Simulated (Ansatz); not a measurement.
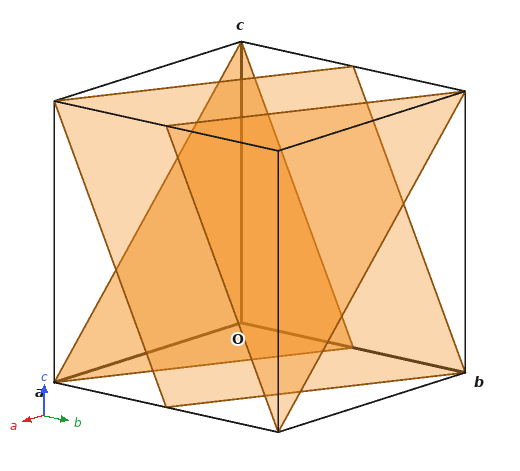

For P, the geometry relaxed with DFT PBE, scalar-relativistic, plane waves, PAW (Ansatz); the starting structure was generated, so it need not be a known form of this composition: every member of one family of equally spaced planes, hx + ky + lz = a whole number, that cuts the unit cell is shaded (one member passes through the origin O, touching the cell only at an edge or corner). All values are computed from the atomic coordinates in the standard setting (tolerance 0.002 Å).

a = 9.976 Å, b = 9.976 Å, c = 9.976 Å, α = 90.00°, β = 90.00°, γ = 90.00°.

Question: Index the planes.

Answer: (1 2 1); the opposite sign names the same planes. The member next to the origin meets the axes a at 1, b at 1/2, c at 1.

Question: What is the spacing?

Answer: d = 4.073 Å.
